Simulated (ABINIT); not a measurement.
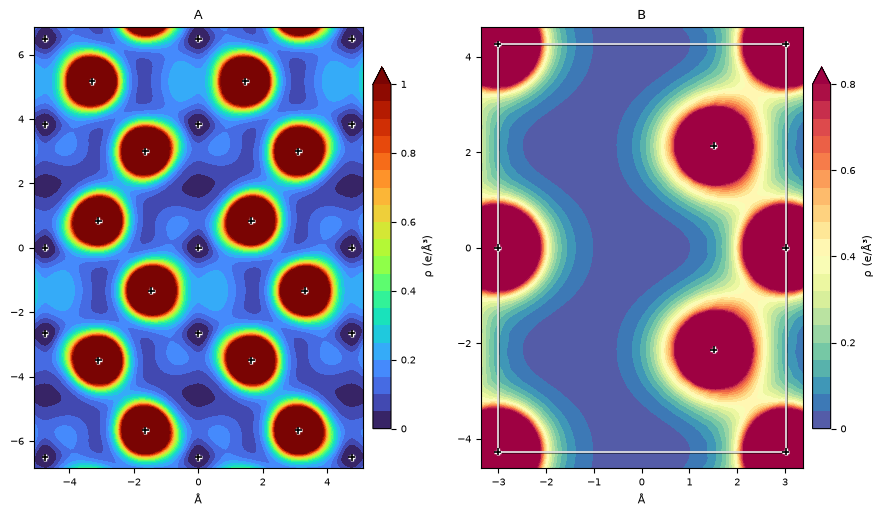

The valence pseudo-density of 2 systems, each on a plane through atoms (crosses mark nuclei in the plane).

Theory: Kohn-Sham DFT of a periodic cell, LDA, JTH PAW LDA v2.0 (ABINIT).

System 1: Al2O3, the (100) plane of the conventional cell. Space group R-3c; computed pressure about −6 GPa in this cell.

```
CELL_PARAMETERS angstrom
4.76050 0.00000 0.00000
-2.38025 4.12271 0.00000
0.00000 0.00000 12.99560
ATOMIC_POSITIONS crystal
Al 0.66667 0.33333 0.18549
Al 0.33333 0.66667 0.51883
Al 0.00000 0.00000 0.85216
Al 0.33333 0.66667 0.31451
Al 0.00000 0.00000 0.64784
Al 0.66667 0.33333 0.98117
Al 0.00000 0.00000 0.14784
Al 0.66667 0.33333 0.48117
Al 0.33333 0.66667 0.81451
Al 0.33333 0.66667 0.01883
Al 0.00000 0.00000 0.35216
Al 0.66667 0.33333 0.68549
O 0.97335 0.64001 0.08333
O 0.64001 0.97335 0.41667
O 0.30668 0.30668 0.75000
O 0.66667 0.02665 0.08333
O 0.33333 0.35999 0.41667
O 0.00000 0.69332 0.75000
O 0.35999 0.33333 0.08333
O 0.02665 0.66667 0.41667
O 0.69332 0.00000 0.75000
O 0.69332 0.69332 0.25000
O 0.35999 0.02665 0.58333
O 0.02665 0.35999 0.91667
O 0.00000 0.30668 0.25000
O 0.66667 0.64001 0.58333
O 0.33333 0.97335 0.91667
O 0.30668 0.00000 0.25000
O 0.97335 0.33333 0.58333
O 0.64001 0.66667 0.91667
```

System 2: InAs, the (110) plane of the conventional cell. Space group F-43m.

```cif
data_structure
_symmetry_space_group_name_H-M 'P 1'
_symmetry_Int_Tables_number 1
_cell_length_a 6.0360
_cell_length_b 6.0360
_cell_length_c 6.0360
_cell_angle_alpha 90.000
_cell_angle_beta 90.000
_cell_angle_gamma 90.000
_cell_volume 219.91
loop_
_atom_site_label
_atom_site_type_symbol
_atom_site_fract_x
_atom_site_fract_y
_atom_site_fract_z
_atom_site_occupancy
In1 In 0.50000 0.50000 0.00000 1
In2 In 0.00000 0.50000 0.50000 1
In3 In 0.00000 0.00000 0.00000 1
In4 In 0.50000 0.00000 0.50000 1
As1 As 0.75000 0.75000 0.25000 1
As2 As 0.25000 0.75000 0.75000 1
As3 As 0.25000 0.25000 0.25000 1
As4 As 0.75000 0.25000 0.75000 1
```

> Which map belongs to which system?

Panel A is system 1, Al2O3: the plane holds Al and O. Al–O (1.85 Å): ρ is about 0.65 e/Å³ halfway. Panel B is system 2, InAs: the plane holds In and As. In–As (2.61 Å): ρ is about 0.42 e/Å³ halfway.
